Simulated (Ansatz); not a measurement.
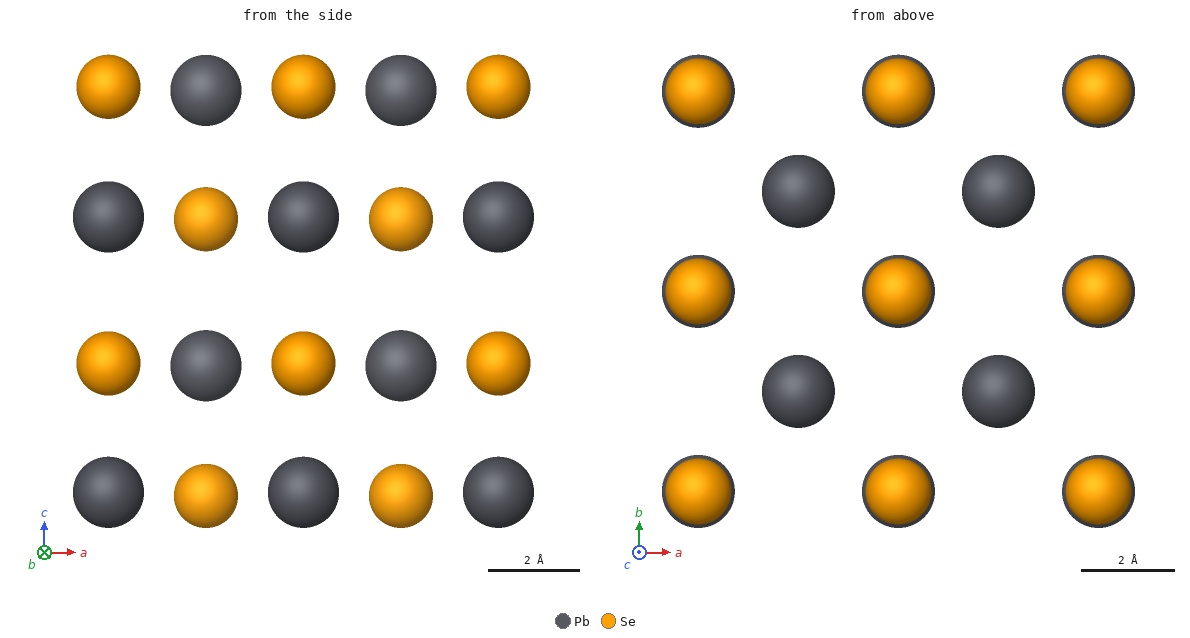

A spheres-only picture of a periodic slab, seen from the side and from above. The surface normal points up in side views; the vacuum is left out. 2×2 cells are drawn in the plane, with atoms at the edges repeated.

The cell holds 4 Pb, 4 Se. The slab was cut from bulk PbSe (Fm-3m).

> Which atoms form the outer planes?

The top face ends in Pb and Se, the bottom face in Pb and Se. The two faces are alike.

> What is the slab's thickness, atom centre to atom centre?

About 9 Å from the lowest to the highest atom.

> Give the sequence of planes from the top.

Four planes: PbSe / PbSe / PbSe / PbSe.

> Which (hkl) is this?

(1 0 0).

Run with DFT PBEsol, scalar-relativistic, plane waves, PAW (Ansatz) and these settings: plane waves up to 420 eV, an 8×8×1 sampling of the Brillouin zone, Gaussian smearing of 0.05 eV, no spin polarisation.

> Place the band edges on the vacuum scale of the top face.

The valence edge lies 4.61 eV below it (ionisation potential) and the conduction edge 3.51 eV (electron affinity). These are Kohn-Sham band edges, only estimates of the true removal and addition energies, and on cut faces they can belong to dangling-bond states in place of the bulk bands.

Provenance: a structure type filled with these elements by a generator (whether the compound takes this form wasn't checked); a slab was cut from it. The atoms were relaxed in a fixed cell with Ansatz, DFT PBEsol, scalar-relativistic, plane waves, PAW.
